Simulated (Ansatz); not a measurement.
## Run report: KBr, band-structure calculation

KBr (Fm-3m, 2 atoms in the cell), computed with DFT, PBE, PAW with Ansatz's default frozen-core files, scalar-relativistic, no spin polarisation (Ansatz 0.2.0).

The structure derives from an entry of the Crystallography Open Database. It belongs to a series of runs on one base structure; here: PAW files in place of LAPW. Figures and captions count atoms from 1; the log counts them from 0 in places.

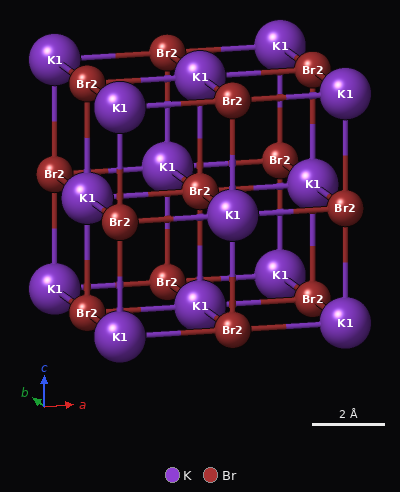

*The input geometry (ball-and-stick view of the cell 4 times as large as that of the calculation, set on its symmetry axes, seen slightly off an axis; atoms are numbered from 1 in the order of the input).*

Near neighbours in the crystal (not all of them lie inside the picture): K has 6 Br at 3.29 Å; Br has 6 K at 3.29 Å.

Results in brief:

```json
{"quantity": "outcome", "value": "converged"}
{"quantity": "space group (tolerance 0.01 Å)", "value": "Fm-3m (225)"}
{"quantity": "electrons treated", "value": "16"}
{"quantity": "free energy", "value": "−4324.4942 eV"}
{"quantity": "Fermi energy", "value": "3.348 eV"}
{"quantity": "gap on the k-point mesh", "value": "4.45 eV"}
{"quantity": "pressure", "value": "0.83 GPa"}
{"quantity": "field gradient V_zz (10²¹ V/m²)", "value": "zero at all sites"}
{"quantity": "largest force (length of the vector)", "value": "under 0.001 eV/Å"}
{"quantity": "hardware", "value": "1 thread of Arm Neoverse V1, 24 GiB of memory available, shared host"}
{"quantity": "wall time", "value": "9.9 s"}
{"quantity": "peak memory", "value": "0.33 GiB"}
```

Input:
```yaml
crystal:
  lattice:
    - [0.0, 3.2925, 3.2925]
    - [3.2925, 0.0, 3.2925]
    - [3.2925, 3.2925, 0.0]
  atoms:
    - { symbol: K, position: [0.0, 0.0, 0.0] }
    - { symbol: Br, position: [0.5, 0.5, 0.5] }
kpoints:
  mp_grid: { grid: [7, 7, 7] }
  band_path:
    path:
      - [0.0, 0.0, 0.0]
      - [0.5, 0.0, 0.5]
      - [0.625, 0.25, 0.625]
      - [0.375, 0.375, 0.75]
      - [0.0, 0.0, 0.0]
      - [0.5, 0.5, 0.5]
      - [0.5, 0.25, 0.75]
      - [0.5, 0.0, 0.5]
    npoints: 14
scf:
  occupations: { method: fermi_dirac, width: 0.01 }
hamiltonian:
  xc: pbe
  pseudopotentials: { kind: paw }
output:
  forces: true
  stress: true
  eigenvalues: true
  efg: { contact_densities: true }
  populations: true
  bader: true
  dos: { projected: true, de: 0.2, e_range: [-14, 8] }
  write_density: true
  write_potential: true
  elf: true
  volumetric_format: npy
```

Run as:
```bash
ansatz run input.yaml --threads 1 --pin off --max-ram 2048MiB --backend cpu --events-out ev --progress --plain --runs-dir out
```

Output:
```
Engine: ansatz 0.2.0, aarch64-unknown-linux-gnu
Pseudopotentials: kind: paw
Pseudopotential: K, paw, valence charge 9, recommended cutoff 420 eV (normal), K.paw.azcp
Pseudopotential: Br, paw, valence charge 7, recommended cutoff 420 eV (normal), Br.paw.azcp
Functional definition: PBE
  parameter kappa = 0.804
  parameter beta = 0.06672455060314922
  exchange = pbe_x(kappa = kappa, mu = beta*pi^2/3)
  correlation = pbe_c(beta = beta)
Crystal: 2 atoms, lattice volume = 71.385 Å³
Basis set: ecut = 420 eV, 1411 PW (Γ), exchange–correlation on 64×64×64 points (8 copies of the dense FFT grid, shifted against one another)
Bands: 12, of which v1, the nominal top of the filled ones, is band 8 counted from 1 (7 counted from 0)
Symmetry: 48 space group operations
Space group: Fm-3m (ITA 225), of the structure as read, at distance tolerance 4.1e-5 Å
k-points: 20 of 343
Non-local potential: K, projectors of the file, l = 0: 3, l = 1: 2, l = 2: 2
Non-local potential: Br, projectors of the file, l = 0: 2, l = 1: 2, l = 2: 2
PAW form: soft (Blöchl's): semilocal exchange-correlation on the pseudo side does not see the compensation charge
PAW one-centre angular grid: K, 110 points (default); XC on 64 Gauss nodes
PAW one-centre angular grid: Br, 110 points (default); XC on 64 Gauss nodes
Initial density: superposition of atomic densities (neutral atoms: chi_scale 0, normalization atom), corrected by the library's trained network
Initial wavefunctions: pseudopotential atomic-orbital guess
Functional: x = pbe(κ = 0.804, μ = 0.2195149727645171), c = pbe(β = 0.06672455060314922)
SCF iter   1: F=—  HF=-4324.494316 eV  |F-HF|=—  |Δ(HF+E_count)|=         —  Δρ=1.63e-4  dr2=1.47e-5  ethr=1.77e-3  ⟨swp⟩=7.1  Hψ=1717  notcnv=0
preconditioner: auto → none  [insulator: Δε(μ)=4.444 eV  Ē_g=14.784 eV  σ=0.010 eV  W_gap=1.00  n_scr=14 (ndim 8)  ℏωp=16.4 eV  f_vac=0.054  D(μ)=0.00/eV (n_scr^D=0)  ε∞_Penn≈2.2]
SCF iter   2: F=—  HF=-4324.494167 eV  |F-HF|=—  |Δ(HF+E_count)|=   1.49e-4  Δρ=1.59e-4  dr2=2.97e-5  ethr=9.22e-8  ⟨swp⟩=3.3  Hψ=791  notcnv=0
SCF iter   3: F=—  HF=-4324.494166 eV  |F-HF|=—  |Δ(HF+E_count)|=   1.03e-6  Δρ=5.69e-5  dr2=2.03e-6  ethr=9.22e-8  ⟨swp⟩=2.0  Hψ=380  notcnv=0
SCF iter   4: F=—  HF=-4324.494171 eV  |F-HF|=—  |Δ(HF+E_count)|=   5.76e-6  Δρ=2.71e-5  dr2=7.49e-7  ethr=1.27e-8  ⟨swp⟩=2.0  Hψ=380  notcnv=0
SCF iter   5: F=—  HF=-4324.494171 eV  |F-HF|=—  |Δ(HF+E_count)|=   1.40e-7  Δρ=1.01e-5  dr2=1.09e-7  ethr=4.68e-9  ⟨swp⟩=2.0  Hψ=300  notcnv=0
SCF iter   6: F=-4324.494171 eV  HF=-4324.494171 eV  |F-HF|=7.61e-9  |Δ(HF+E_count)|=   7.20e-9  Δρ=2.96e-6  dr2=1.02e-8  ethr=6.25e-10  ⟨swp⟩=8.9  Hψ=1626  notcnv=0
SCF 1 converged in 6 iterations: F = -4324.494171 eV  dr2 = 1.02e-8
  greatest PAW one-centre occupation: 0.987 electrons in one spin orbital (limit 2), on the K atom at site 0 (counted from 0), in its partial waves of l = 0
```

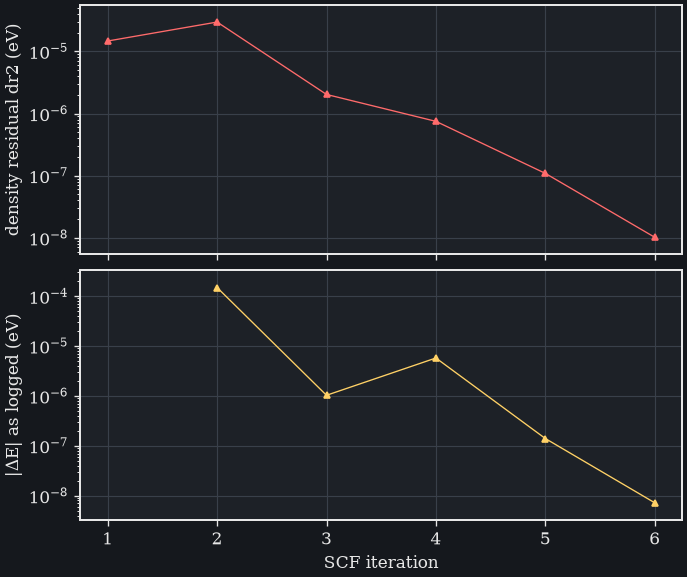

*Convergence of the self-consistent field: density residual dr2 and size of the energy change against the SCF iteration.*

The residual comes down, with one marked jump up, by a factor of about 2, at step 2.

```
NSCF: frozen V_eff on 99 k-points
SCF converged after 6 iterations
Free energy (F): -4324.494171 eV
Harris-Foulkes:  -4324.494171 eV  (|F-HF|=7.61e-9)
Internal energy: -4324.494171 eV  (E = F + TS)
E sigma→0 (E₀):  -4324.494171 eV
Fermi energy:    3.348041 eV
--- Per-component energies (eV) ---
  E_band       = -132.708328
  E_kinetic    = 388.554429
  E_local      = -836.060026  (includes V_loc(G=0)·N_el)
  E_nonlocal   = 82.878370
  E_hartree    = 270.990833
  E_xc         = -400.660067
  E_vxc        = -269.692349  (∫ρ·V_xc dr)
  E_paw        = -3028.389570  (= ΣΔE_a)
  E_vpaw       = -40.369352  (= ΣTr[D̂ρ^β])
  E_aug_tail   = -0.000004  (compensation charges beyond the density's cutoff)
  E_ewald      = -801.808137
  E_smearing   = -0.000000  (= −TS)
  E_closure    = -0.000000  (closes the sum)
  Σ components = -4324.494171   (vs F -4324.494171, Δ=0.00e0)
--- Forces (eV/Å), atoms counted from 1 ---
  atom   1  K     -0.00000000     0.00000000     0.00000000
  atom   2  Br     0.00000000    -0.00000000     0.00000000
  max |Σ_I F_I| component: 1.69e-29 eV/Å
--- Stress (GPa, compression-positive) ---
        0.834359       0.000000       0.000000
       -0.000000       0.834359       0.000000
        0.000000       0.000000       0.834359
  P = ⅓ Tr σ = 0.8344 GPa (8.344 kbar)
--- PAW observables at the nuclei: V_zz in 10²¹ V/m², potentials from the cell's mean, atoms counted from 1 ---
  atom   1  K  V_zz =    +0.000000   η = 0.0000   by run symmetry: forbidden
            electrostatic potential = -2062.785332 V   contact ρ = 34767.136767 e/Å³
  atom   2  Br V_zz =    +0.000000   η = 0.0000   by run symmetry: forbidden
            electrostatic potential = -4904.687140 V   contact ρ = 293235.271558 e/Å³
--- Band table (eV; the first three rows and the last of 20) ---
  k-point 0: bands = ["-26.6455", "-11.1847", "-10.1238", "-10.1238", "-10.1238", "1.1155", "1.1155", "1.1155", "5.5694", "8.7213", "8.7213", "8.7213"]
  k-point 1: bands = ["-26.6444", "-11.2240", "-10.1249", "-10.1249", "-10.0710", "0.8303", "1.0472", "1.0472", "6.0726", "8.6019", "8.9623", "8.9623"]
  k-point 2: bands = ["-26.6419", "-11.3016", "-10.1273", "-10.1273", "-9.9627", "0.3127", "0.9017", "0.9017", "7.0673", "8.6852", "9.6228", "9.6228"]
  k-point 19: bands = ["-26.6381", "-11.1983", "-10.1925", "-10.1681", "-10.0217", "0.4343", "0.4849", "0.6922", "8.1742", "8.9110", "9.4779", "10.1811"]
--- Löwdin populations: 2 sites ---
  site symbol       q [e]
     0      K      8.2883
     1     Br      7.6598
  spilling = 0.003247 (of n_electrons = 16.000000)
--- Bader charges: 2 sites ---
  site symbol  charge [e]  shift [e]
     0      K      0.8245     0.0000
     1     Br     -0.8245     0.0000
  estimated error of the sums over rays = 9.9e-5 e
```

File bader_charges.tsv:
```
# site	symbol	x_ang	y_ang	z_ang	partial_charge_e	electrons	volume_ang3	relative_density_drop	shared_charge_e	partial_wave_shift_e
# quadrature_error_electrons = 9.9e-5
0	K	0.0000	0.0000	0.0000	0.82452	18.17548	22.47	-	0.82452	0.00000
1	Br	3.2925	3.2925	3.2925	-0.82452	35.82452	48.60	-	-0.82452	0.00000
```

File populations.tsv:
```
# site	symbol	l	j	q
# orbitals = lowdin
# n_electrons = 16.000000
# spilling = 0.003247
0	K	0_3S	-	1.993261
0	K	0_4S	-	0.303397
0	K	1_3P	-	5.991615
1	Br	0_4S	-	1.882603
1	Br	1_4P	-	5.777170
```

File rho_z.tsv:
```
# z_ang	rho[e/angstrom^3]
# format = ansatz-planar-average/11
# lattice	0.000000000	3.292500000	3.292500000
# lattice	3.292500000	0.000000000	3.292500000
# lattice	3.292500000	3.292500000	0.000000000
# sites	2
# site	19	0.000000000	0.000000000	0.000000000
# site	35	3.292500000	3.292500000	3.292500000
0.000000	3.838557e-1
0.145509	3.748835e-1
0.291019	3.475904e-1
0.436528	3.033619e-1
0.582037	2.490655e-1
0.727547	1.961905e-1
0.873056	1.556817e-1
1.018565	1.335986e-1
1.164075	1.305319e-1
1.309584	1.431506e-1
1.455093	1.655516e-1
1.600602	1.903364e-1
1.746112	2.106112e-1
1.891621	2.227845e-1
2.037130	2.277281e-1
2.182640	2.287862e-1
2.328149	2.288078e-1
2.473658	2.287862e-1
2.619168	2.277281e-1
2.764677	2.227845e-1
2.910186	2.106112e-1
3.055696	1.903364e-1
3.201205	1.655516e-1
3.346714	1.431506e-1
3.492224	1.305319e-1
3.637733	1.335986e-1
3.783242	1.556817e-1
3.928752	1.961905e-1
4.074261	2.490655e-1
4.219770	3.033619e-1
4.365280	3.475904e-1
4.510789	3.748835e-1
```

File v_z.tsv:
```
# z_ang	v_es[eV]	v_tot[eV]
# format = ansatz-planar-average/11
# xc	pbe
# density_cutoff_ev	1680
# datasets	K=:simpson_from_first_knot:soft	Br=:simpson_from_first_knot:soft
# lattice	0.000000000	3.292500000	3.292500000
# lattice	3.292500000	0.000000000	3.292500000
# lattice	3.292500000	3.292500000	0.000000000
# sites	2
# site	19	0.000000000	0.000000000	0.000000000
# site	35	3.292500000	3.292500000	3.292500000
0.000000	2.527165e-1	-7.351237e0
0.145509	3.825008e-1	-7.190223e0
0.291019	7.647241e-1	-6.720880e0
0.436528	1.375685e0	-5.978580e0
0.582037	2.160326e0	-5.044108e0
0.727547	3.020067e0	-4.053874e0
0.873056	3.809416e0	-3.167069e0
1.018565	4.389346e0	-2.533736e0
1.164075	4.646255e0	-2.304696e0
1.309584	4.423184e0	-2.645716e0
1.455093	3.661478e0	-3.584697e0
1.600602	2.509007e0	-4.972798e0
1.746112	1.241550e0	-6.558081e0
1.891621	1.089557e-1	-8.068680e0
2.037130	-7.481228e-1	-9.288212e0
2.182640	-1.273900e0	-1.007532e1
2.328149	-1.450778e0	-1.034763e1
2.473658	-1.273900e0	-1.007532e1
2.619168	-7.481228e-1	-9.288212e0
2.764677	1.089557e-1	-8.068680e0
2.910186	1.241550e0	-6.558081e0
3.055696	2.509007e0	-4.972798e0
3.201205	3.661478e0	-3.584697e0
3.346714	4.423184e0	-2.645716e0
3.492224	4.646255e0	-2.304696e0
3.637733	4.389346e0	-2.533736e0
3.783242	3.809416e0	-3.167069e0
3.928752	3.020067e0	-4.053874e0
4.074261	2.160326e0	-5.044108e0
4.219770	1.375685e0	-5.978580e0
4.365280	7.647241e-1	-6.720880e0
4.510789	3.825008e-1	-7.190223e0
```

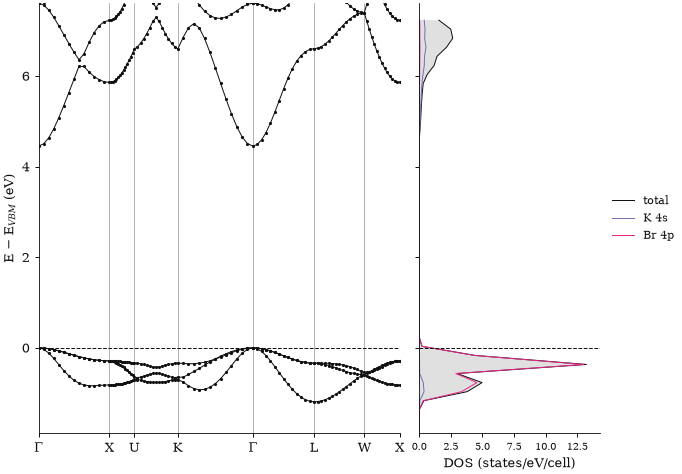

*Band structure along Γ–X–U–K–Γ–L–W–X and density of states (projected on Löwdin-orthogonalised atomic shells), with energies from the valence-band top.*

There is a gap of 4.45 eV on this path, direct, at Γ.

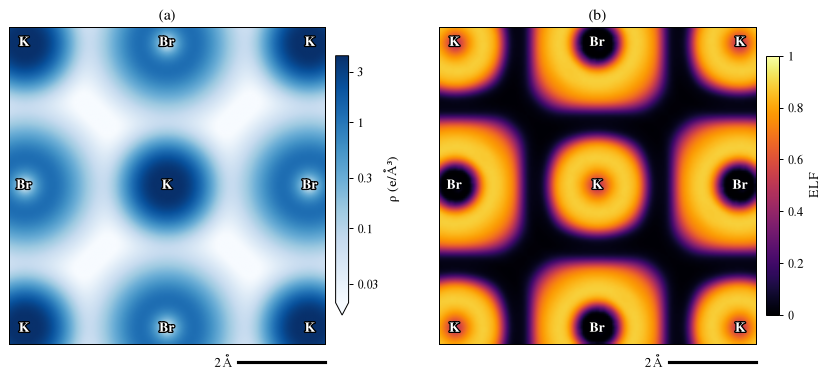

*(a) valence pseudo-density; (b) electron localisation function on the (100) plane of the conventional cell.*

The section cuts through K and Br sites. K–Br (3.29 Å): the density is about 0.09 e/Å³ at the midpoint, with its minimum of 0.08 e/Å³ about 1.5 Å from K; the ELF peaks at about 0.90 in the valence shell of Br, 0.9 Å from its nucleus, and drops to about 0.05 between the two atoms (ionic bonding with no shared pair). Away from the nuclei the density in this plane falls to 0.02 e/Å³ at its lowest. The strong features right at K lie inside the PAW spheres (semicore, d or f shells) and say nothing about bonding. The fields are those of the smooth PAW valence density.

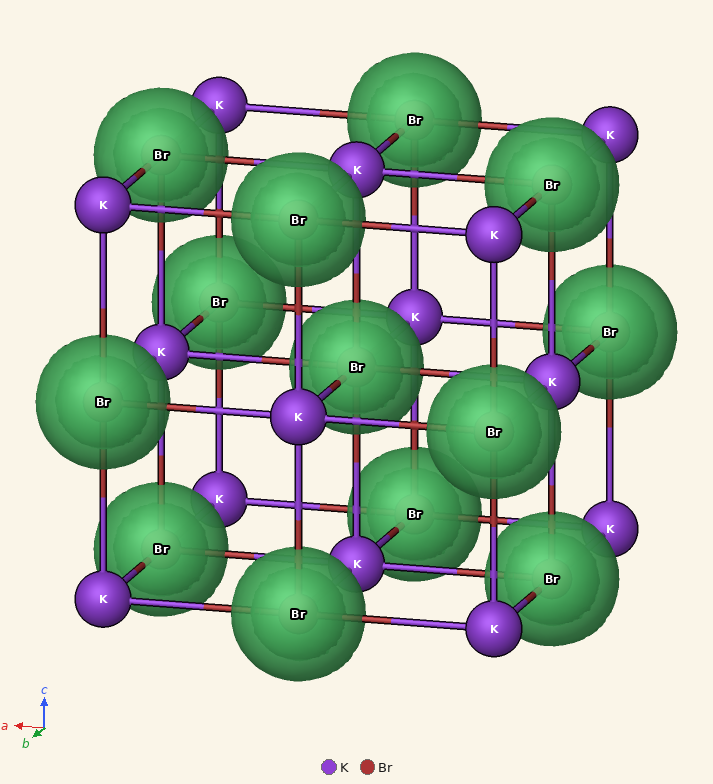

*Isosurface of the electron localisation function at 0.85 (green), seen at an oblique angle. Core shells and regions of very low density are left out. Sticks mark near contacts. The outline is the cell set on symmetry axes.*

Values along the shortest contacts:
